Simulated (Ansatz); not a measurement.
**HfSiO$_{4}$: band-structure calculation**

The run: band-structure calculation of HfSiO$_{4}$ (I-4m2, 6 atoms in the cell). Method and program: DFT, PBE, plane waves, PAW, no spin polarisation (Ansatz 0.2.0).

The structure was built on a prototype by a generator; it need not be a known phase. The geometry comes from this level: r2SCAN. Figures and captions count atoms from 1; the log counts them from 0 in places.

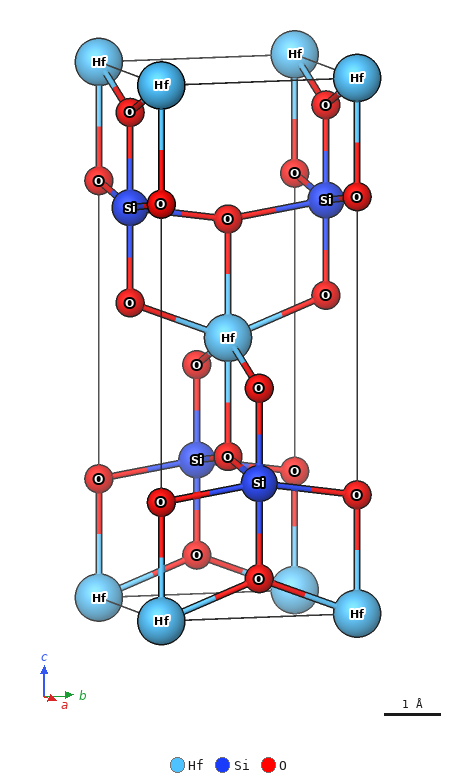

Figure 1. The structure as given in the input (ball-and-stick view of the cell 2 times as large as that of the calculation, set on its symmetry axes, seen slightly off an axis). An atom can appear more than once, as a periodic image.

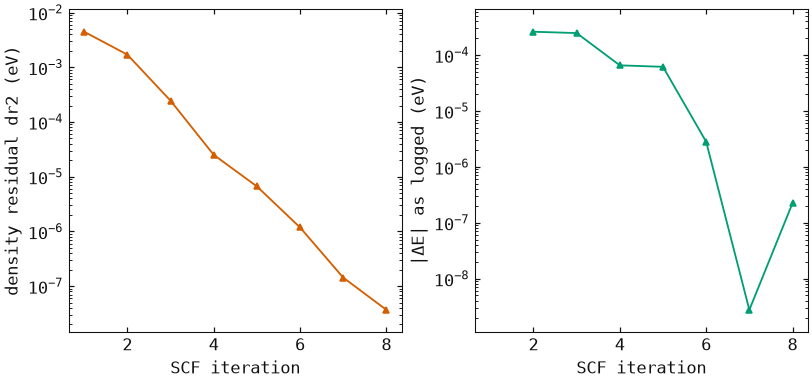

Figure 2. Convergence of the self-consistent field: density residual dr2 and size of the energy change against the SCF iteration. The residual falls at every step.

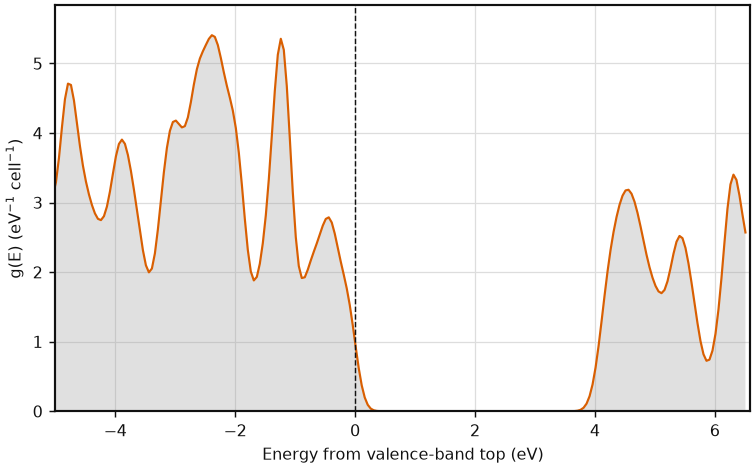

Figure 3. Density of states (the curve is built from the levels of the k mesh with Gaussians 0.3 eV wide, which also blur the band edges), with energies from the valence-band top. There is a gap of 4.00 eV on the k-point mesh. Small ripples come from the finite k-point mesh.

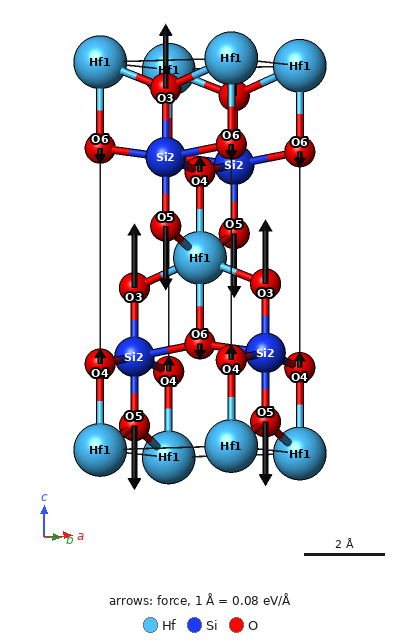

Figure 4. Forces on the atoms as black arrows (ball-and-stick view of the cell 2 times as large as that of the calculation, set on its symmetry axes, seen at an oblique angle; atoms are numbered from 1 in the order of the input). The largest act on O3, O5 (0.13 eV/Å). The geometry is not a stationary point of this energy.

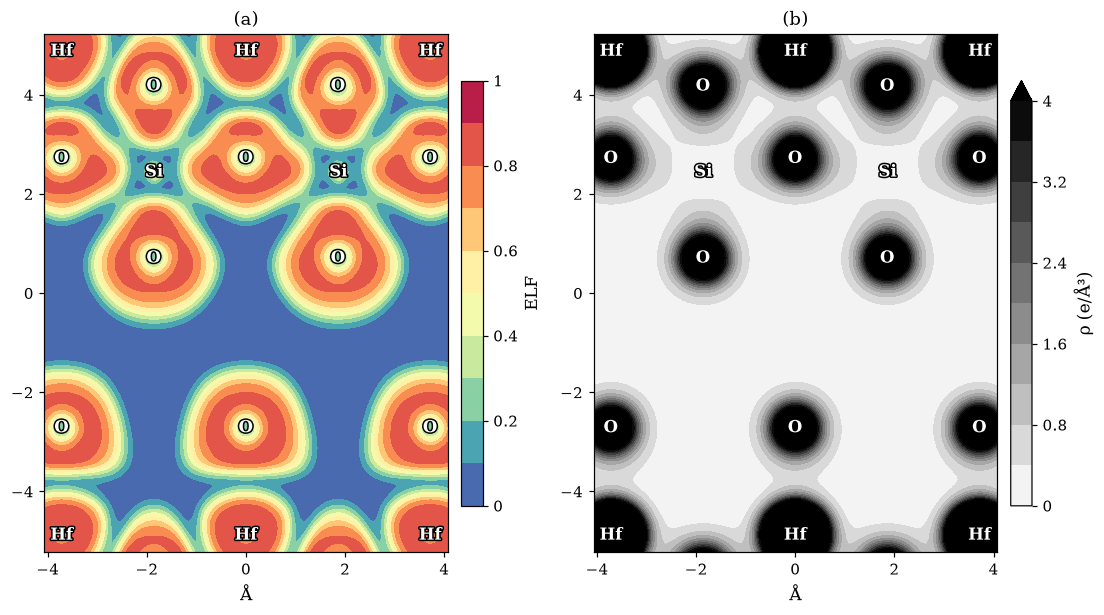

Figure 5. (a) electron localisation function; (b) valence electron density on the (010) plane of the conventional cell. Hf–O (1.99 Å): ρ at the midpoint is about 0.99 e/Å³; the ELF peaks at about 0.85 in the valence shell of O, 0.6 Å from its nucleus, and drops to about 0.20 between the two atoms. Hf–O (2.16 Å): the density is about 0.64 e/Å³ at the midpoint; the ELF peaks at about 0.85 in the valence shell of O, 0.6 Å from its nucleus, and drops to about 0.15 between the two atoms. Away from the nuclei the density in this plane falls to 0.02 e/Å³ at its lowest. The strong features right at Hf lie inside the PAW spheres (semicore, d or f shells) and say nothing about bonding. Core electrons are frozen (PAW), so the fields are smoothed inside the atomic spheres.

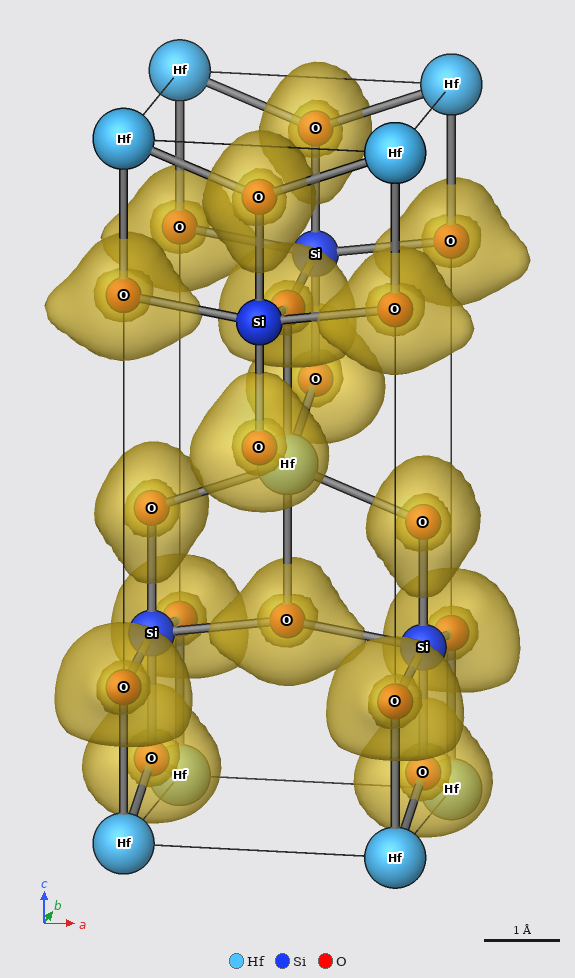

Figure 6. Isosurface of the ELF at 0.7 (yellow), seen slightly off an axis. Core shells and regions of very low density are left out. Sticks mark near contacts. The outline is the cell set on symmetry axes. Along the contacts the grid gives the following. Hf–O (1.99 Å): the ELF peaks at about 0.85 in the valence shell of O, 0.6 Å from its nucleus, and drops to about 0.20 between the two atoms.

The input that produced these results follows, with the program's output.

### Input file
```yaml
crystal:
  lattice:
    - [-1.8587807214, 1.8587807214, 4.8804778907]
    - [1.8587807214, -1.8587807214, 4.8804778907]
    - [1.8587807214, 1.8587807214, -4.8804778907]
  atoms:
    - { symbol: Hf, position: [0.0, 0.0, 0.0] }
    - { symbol: Si, position: [0.75, 0.25, 0.5] }
    - { symbol: O, position: [0.9277387009, 0.4277387009, 0.5] }
    - { symbol: O, position: [0.2217177475, 0.2217177475, 0.0] }
    - { symbol: O, position: [0.5722612991, 0.0722612991, 0.5] }
    - { symbol: O, position: [0.7782822525, 0.7782822525, 0.0] }
kpoints:
  mp_grid: { grid: [10, 10, 10] }
  band_path:
    path:
      - [[0.0, 0.0, 0.0], [8.77702297658e-18, -8.77702297658e-18, 0.5], [0.25, 0.25, 0.25], [-6.149196781017e-18, 0.5, 6.149196781017e-18], [0.0, 0.0, 0.0], [0.5, 0.5, -0.5], [0.2862636595039, 0.7137363404961, -0.2862636595039]]
      - [[-0.2862636595039, 0.2862636595039, 0.2862636595039], [0.0, 0.0, 0.0]]
      - [[8.77702297658e-18, -8.77702297658e-18, 0.5], [-0.07252731900773, 0.07252731900773, 0.5]]
      - [[0.5, 0.5, -0.07252731900773], [0.5, 0.5, -0.5]]
    npoints: 10
hamiltonian:
  xc: pbe
scf:
  occupations: { method: fermi_dirac, width: 0.02 }
  n_extra_bands: 5
output:
  forces: true
  stress: true
  eigenvalues: true
  write_density: true
  write_potential: true
  elf: true
  volumetric_format: npy
```

Launched with:
```bash
ansatz run input.yaml --threads 4 --pin off --max-ram 6451MiB --backend cpu --events-out ev --progress --plain --runs-dir out
```

### Log
```
scf.n_extra_bands = 5 over 27 filled bands (N_el = 54.0): the run solves 32 bands
Engine: ansatz 0.2.0, x86_64-unknown-linux-gnu
Pseudopotentials: kind: paw
Pseudopotential: Hf, paw, valence charge 26, recommended cutoff 420 eV (normal), Hf.paw.azcp
Pseudopotential: Si, paw, valence charge 4, recommended cutoff 420 eV (normal), Si.paw.azcp
Pseudopotential: O, paw, valence charge 6, recommended cutoff 420 eV (normal), O.paw.azcp
Functional definition: PBE
  parameter kappa = 0.804
  parameter beta = 0.06672455060314922
  exchange = pbe_x(kappa = kappa, mu = beta*pi^2/3)
  correlation = pbe_c(beta = beta)
Crystal: 6 atoms, lattice volume = 67.449 Å³
Basis set: ecut = 420 eV, 1333 PW (Γ), exchange–correlation on 80×80×80 points (8 copies of the dense FFT grid, shifted against one another)
Bands: 32, of which v1, the nominal top of the filled ones, is band 27 counted from 1 (26 counted from 0)
Symmetry: 8 space group operations
Space group: I-4m2 (ITA 119), of the structure as read, at distance tolerance 4.1e-5 Å
k-points: 102 of 1000 (time reversal used)
Non-local potential: Hf, projectors of the file, l = 0: 3, l = 1: 2, l = 2: 2, l = 3: 3
Non-local potential: Si, projectors of the file, l = 0: 2, l = 1: 2, l = 2: 2
Non-local potential: O, projectors of the file, l = 0: 2, l = 1: 2, l = 2: 1
PAW form: soft (Blöchl's): semilocal exchange-correlation on the pseudo side does not see the compensation charge
PAW one-centre angular grid: Hf, 590 points (default); XC on 64 Gauss nodes
PAW one-centre angular grid: Si, 110 points (default); XC on 64 Gauss nodes
PAW one-centre angular grid: O, 110 points (default); XC on 64 Gauss nodes
Initial density: superposition of atomic densities (neutral atoms: chi_scale 0, normalization atom), corrected by the library's trained network
Initial wavefunctions: pseudopotential atomic-orbital guess
Functional: x = pbe(κ = 0.804, μ = 0.2195149727645171), c = pbe(β = 0.06672455060314922)
SCF iter   1: F=—  HF=-18634.128942 eV  |F-HF|=—  |Δ(HF+E_count)|=         —  Δρ=3.58e-3  dr2=4.46e-3  ethr=1.77e-3  ⟨swp⟩=7.0  Hψ=14355  notcnv=0
preconditioner: auto → Resta (q_TF=auto, 2.629 Å⁻¹)  ε∞=4.7  [insulator: Δε(μ)=4.016 eV  Ē_g=17.017 eV  σ=0.020 eV  W_gap=1.00  n_scr=24 (ndim 8)  ℏωp=32.6 eV  f_vac=0.119  D(μ)=0.00/eV (n_scr^D=0)  ε∞_Penn≈4.7]
SCF iter   2: F=—  HF=-18634.129205 eV  |F-HF|=—  |Δ(HF+E_count)|=   2.62e-4  Δρ=1.96e-3  dr2=1.70e-3  ethr=8.26e-6  ⟨swp⟩=2.1  Hψ=6822  notcnv=0  defer=102
SCF iter   3: F=—  HF=-18634.129453 eV  |F-HF|=—  |Δ(HF+E_count)|=   2.48e-4  Δρ=6.19e-4  dr2=2.45e-4  ethr=3.16e-6  ⟨swp⟩=2.3  Hψ=5843  notcnv=0  defer=102
SCF iter   4: F=—  HF=-18634.129388 eV  |F-HF|=—  |Δ(HF+E_count)|=   6.56e-5  Δρ=2.17e-4  dr2=2.51e-5  ethr=4.53e-7  ⟨swp⟩=2.0  Hψ=5251  notcnv=0  defer=102
SCF iter   5: F=—  HF=-18634.129449 eV  |F-HF|=—  |Δ(HF+E_count)|=   6.17e-5  Δρ=9.79e-5  dr2=6.65e-6  ethr=4.65e-8  ⟨swp⟩=2.0  Hψ=5188  notcnv=0  defer=102
SCF iter   6: F=—  HF=-18634.129452 eV  |F-HF|=—  |Δ(HF+E_count)|=   2.81e-6  Δρ=4.38e-5  dr2=1.18e-6  ethr=1.23e-8  ⟨swp⟩=2.0  Hψ=5442  notcnv=0  defer=102
SCF iter   7: F=—  HF=-18634.129452 eV  |F-HF|=—  |Δ(HF+E_count)|=   2.75e-9  Δρ=1.72e-5  dr2=1.43e-7  ethr=2.19e-9  ⟨swp⟩=2.0  Hψ=5917  notcnv=0  defer=102
SCF iter   8: F=-18634.129452 eV  HF=-18634.129452 eV  |F-HF|=1.78e-8  |Δ(HF+E_count)|=   2.24e-7  Δρ=8.55e-6  dr2=3.68e-8  ethr=1.85e-10  ⟨swp⟩=13.3  Hψ=24081  notcnv=0
SCF 1 converged in 8 iterations: F = -18634.129452 eV  dr2 = 3.68e-8
  greatest PAW one-centre occupation: 0.999 electrons in one spin orbital (limit 2), on the Hf atom at site 0 (counted from 0), in its partial waves of l = 0
NSCF: frozen V_eff on 94 k-points
SCF converged after 8 iterations
Free energy (F): -18634.129452 eV
Harris-Foulkes:  -18634.129452 eV  (|F-HF|=1.78e-8)
Internal energy: -18634.129452 eV  (E = F + TS)
E sigma→0 (E₀):  -18634.129452 eV
Fermi energy:    12.308010 eV
--- Per-component energies (eV) ---
  E_band       = -126.818659
  E_kinetic    = 1179.659056
  E_local      = -8272.802924  (includes V_loc(G=0)·N_el)
  E_nonlocal   = -1028.509488
  E_hartree    = 3707.706489
  E_xc         = -653.420430
  E_vxc        = -693.992459  (∫ρ·V_xc dr)
  E_paw        = -8075.803362  (= ΣΔE_a)
  E_vpaw       = 1273.414791  (= ΣTr[D̂ρ^β])
  E_aug_tail   = 0.010097  (compensation charges beyond the density's cutoff)
  E_ewald      = -5490.968890
  E_smearing   = -0.000000  (= −TS)
  E_closure    = -0.000000  (closes the sum)
  Σ components = -18634.129452   (vs F -18634.129452, Δ=0.00e0)
--- Forces (eV/Å), atoms counted from 1 ---
  atom   1  Hf     0.00000000     0.00000000    -0.00000000
  atom   2  Si    -0.00000000     0.00000000     0.00000000
  atom   3  O     -0.00000000     0.00000000     0.13003125
  atom   4  O      0.00000000     0.00000000     0.03141674
  atom   5  O      0.00000000     0.00000000    -0.13003125
  atom   6  O     -0.00000000     0.00000000    -0.03141674
  max |Σ_I F_I| component: 1.39e-17 eV/Å
--- Stress (GPa, compression-positive) ---
        5.719328       0.000000       0.000000
        0.000000       5.719328       0.000000
        0.000000       0.000000       6.858710
  P = ⅓ Tr σ = 6.0991 GPa (60.991 kbar)
--- Band table (eV; the first three rows and the last of 102) ---
  k-point 0: bands = ["-50.5439", "-19.4550", "-19.4550", "-19.4041", "-9.8625", "-8.5583", "-7.0872", "-5.8334", "-0.4173", "-0.4173", "-0.3472", "-0.3221", "-0.3221", "-0.3026", "-0.2772", "3.6666", "3.6666", "3.8342", "3.9569", "6.8982", "6.8982", "7.2258", "7.8496", "7.8496", "9.0014", "9.7380", "9.7380", "14.3351", "14.7419", "17.2474", "17.8399", "17.8399"]
  k-point 1: bands = ["-50.5432", "-19.4985", "-19.4877", "-19.3843", "-9.7383", "-8.4962", "-7.0398", "-5.9196", "-0.4180", "-0.4138", "-0.3484", "-0.3277", "-0.3262", "-0.3067", "-0.2825", "2.8816", "3.4713", "4.3861", "4.8156", "6.4869", "6.7855", "7.2787", "7.7108", "7.8545", "9.0699", "9.3669", "9.8070", "14.5904", "15.2186", "17.2776", "17.4459", "17.5487"]
  k-point 2: bands = ["-50.5414", "-19.5823", "-19.5705", "-19.3619", "-9.3945", "-8.3330", "-6.9354", "-6.1341", "-0.4208", "-0.4047", "-0.3521", "-0.3453", "-0.3365", "-0.3227", "-0.2959", "2.1679", "3.5558", "5.2276", "5.6589", "5.8653", "6.5680", "6.7791", "7.6601", "7.8751", "8.6204", "9.1621", "9.9825", "15.0960", "16.1962", "16.2432", "17.0065", "18.0826"]
  k-point 101: bands = ["-50.5439", "-19.4553", "-19.4553", "-19.4192", "-9.2356", "-9.0943", "-7.0246", "-6.0905", "-0.4157", "-0.4157", "-0.3473", "-0.3253", "-0.3253", "-0.3058", "-0.2806", "3.8161", "3.9243", "3.9243", "4.0648", "6.2658", "6.2658", "7.6110", "8.0334", "8.0334", "8.7288", "9.8840", "9.8840", "14.3868", "15.3054", "16.4563", "17.6069", "17.8072"]
```

### File v_z.tsv
```
# z_ang	v_es[eV]	v_tot[eV]
# format = ansatz-planar-average/11
# xc	pbe
# density_cutoff_ev	1680
# datasets	Hf=:simpson_from_first_knot:soft	Si=:simpson_from_first_knot:soft	O=:simpson_from_first_knot:soft
# lattice	-1.858780721	1.858780721	4.880477891
# lattice	1.858780721	-1.858780721	4.880477891
# lattice	1.858780721	1.858780721	-4.880477891
# sites	6
# site	72	0.000000000	0.000000000	0.000000000
# site	14	0.000000000	1.858780721	2.440238945
# site	8	0.000000000	1.858780721	4.175138545
# site	8	0.000000000	0.000000000	2.164177129
# site	8	-0.000000000	1.858780721	0.705339345
# site	8	0.000000000	0.000000000	7.596778652
0.000000	4.182425e0	-7.541813e0
0.138585	4.250085e0	-7.451970e0
0.277170	4.449876e0	-7.186521e0
0.415754	4.771151e0	-6.759127e0
0.554339	5.192351e0	-6.197037e0
0.692924	5.687429e0	-5.534551e0
0.831509	6.232972e0	-4.804909e0
0.970094	6.814672e0	-4.032886e0
1.108678	7.402999e0	-3.259344e0
1.247263	7.870610e0	-2.624798e0
1.385848	8.049922e0	-2.311284e0
1.524433	7.868577e0	-2.402955e0
1.663018	7.399852e0	-2.829752e0
1.801602	6.806173e0	-3.420781e0
1.940187	6.201453e0	-4.045467e0
2.078772	5.603047e0	-4.670199e0
2.217357	5.031220e0	-5.266028e0
2.355942	4.528282e0	-5.789725e0
2.494526	4.136547e0	-6.200071e0
2.633111	3.889489e0	-6.461543e0
2.771696	3.805216e0	-6.551431e0
2.910281	3.889489e0	-6.461543e0
3.048866	4.136547e0	-6.200071e0
3.187450	4.528282e0	-5.789725e0
3.326035	5.031220e0	-5.266028e0
3.464620	5.603047e0	-4.670199e0
3.603205	6.201453e0	-4.045467e0
3.741790	6.806173e0	-3.420781e0
3.880374	7.399852e0	-2.829752e0
4.018959	7.868577e0	-2.402955e0
4.157544	8.049922e0	-2.311284e0
4.296129	7.870610e0	-2.624798e0
4.434714	7.402999e0	-3.259344e0
4.573298	6.814672e0	-4.032886e0
4.711883	6.232972e0	-4.804909e0
4.850468	5.687429e0	-5.534551e0
4.989053	5.192351e0	-6.197037e0
5.127638	4.771151e0	-6.759127e0
5.266222	4.449876e0	-7.186521e0
5.404807	4.250085e0	-7.451970e0
```

### Key numbers

| quantity | value |
| --- | --- |
| outcome | converged |
| space group (tolerance 0.01 Å) | I-4m2 (119) |
| electrons treated | 54 |
| free energy | −18634.1295 eV |
| Fermi energy | 12.308 eV |
| gap on the k-point mesh | 4.00 eV |
| pressure | 6.10 GPa |
| largest force (length of the vector) | 0.130 eV/Å |
| hardware | 4 threads of AMD EPYC (Zen 3), 16 GiB of memory available, shared host |
| wall time | 8.3 s (CPU time 32 s) |
| peak memory | 0.59 GiB |

### Notes

Spin–orbit coupling is left out, which matters for Hf. The cell is under a pressure of 6.1 GPa at this level, so it is not at its equilibrium volume.
